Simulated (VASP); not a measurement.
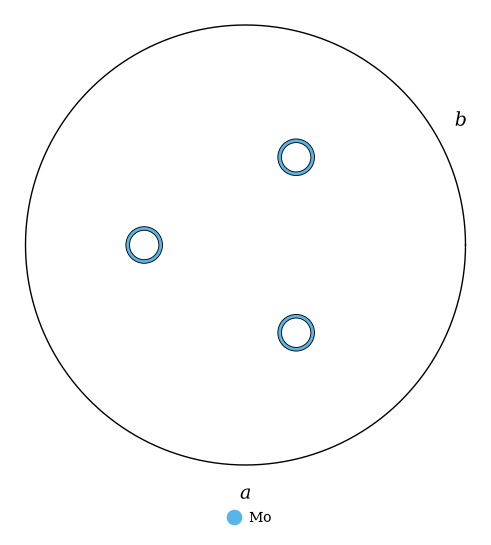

Directions from one sulfur atom at (2/3, 1/3, 0.377) to its bonded neighbours, in stereographic projection down c (filled: above the plane of the page or in it, open: below). Crystal: MoS2, an entry of the Crystallography Open Database, as set up for an electronic-structure calculation. The drawing is computed from the coordinates (standard cell, symmetry found to 0.002 Å).

Neighbours are counted up to 3.08 Å for Mo.

```
CELL_PARAMETERS angstrom
3.16900 0.00000 0.00000
-1.58450 2.74443 0.00000
0.00000 0.00000 12.32400
ATOMIC_POSITIONS crystal
Mo 0.66667 0.33333 0.75000
Mo 0.33333 0.66667 0.25000
S 0.66667 0.33333 0.37700
S 0.33333 0.66667 0.87700
S 0.66667 0.33333 0.12300
S 0.33333 0.66667 0.62300
```

**How many neighbours are there, and at what angles?**

3: 3 Mo at 2.41 Å. Angles between bonds: 82° (3×).

**What is the site's symmetry in the crystal?**

Point group 3m (C3v), order 6: one threefold axis, three mirror planes. In P6_3/mmc, No. 194 this is Wyckoff position 4f.
